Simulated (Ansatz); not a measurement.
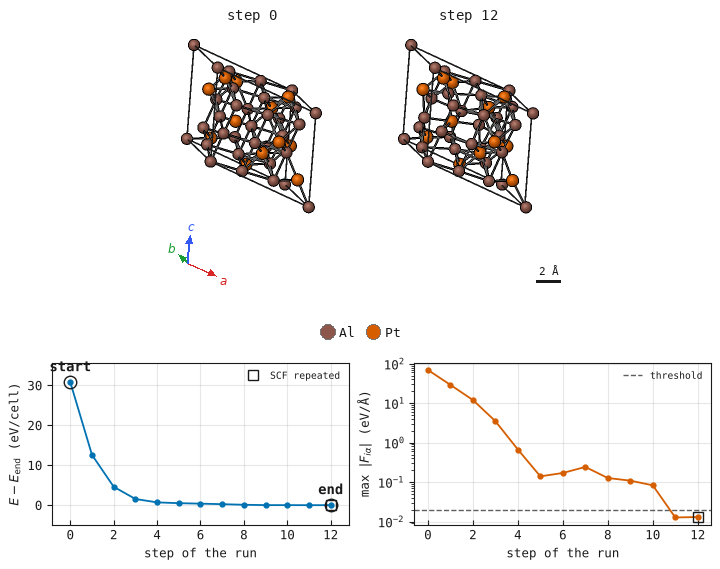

First and last geometry of a relaxation of a defect cell of composition Al13Pt6 (started half-way along a vacancy jump, in the symmetry of that start), with the history of the run. Style: ball-and-stick. Shown: the cell of the calculation (origin shifted), slightly off an axis.

Computed with DFT PBE, scalar-relativistic, plane waves, PAW (Ansatz 0.2.0). (plane-wave cutoff 420 eV; k-point mesh 3 × 3 × 3; occupations gaussian; smearing width 0.1 eV; no spin polarisation; atoms relaxed in a fixed cell; force threshold 0.02 eV/Å; at most 60 steps)

What do the curves and the structures tell?

Answer. It converged. The largest moves, 1.24 Å, are those of Al atoms. By element the largest moves are Al 1.24 Å, Pt 0.28 Å. The lattice vectors keep their values. Some distances before and after: Al–Al 2.973 → 3.964 Å, Al–Pt 1.487 → 2.415 Å, Al–Pt 3.324 → 2.813 Å, Al–Al 2.973 → 3.482 Å. Bond angles that change, for instance: Al–Al–Pt 180.0° → 126.8°, Al–Al–Pt 125.3° → 173.8°, Al–Al–Pt 125.3° → 173.0°. The energy falls by 30.787 eV per cell of the calculation in 11 accepted moves (12 points after the start). The largest force component goes from 70 to 0.013 eV/Å. 1 step only repeated the SCF at the same geometry. The run took 6.4 min on 4 threads of Intel(R) Xeon(R) Processor @ 2.30GHz (shared host), peak memory 1.9 GiB.

```tsv
step	E − E(0), meV/atom	largest force component, eV/Å	note
0	0.00	69.5539	
1	-479.00	29.1213	
2	-688.90	12.0358	
3	-769.58	3.5001	
4	-791.82	0.6693	
5	-797.02	0.1397	
6	-800.14	0.1701	
7	-803.68	0.2420	
8	-807.53	0.1268	
9	-809.82	0.1086	
10	-810.00	0.0827	
11	-810.17	0.0127	
12	-810.17	0.0130	same geometry, SCF repeated
```
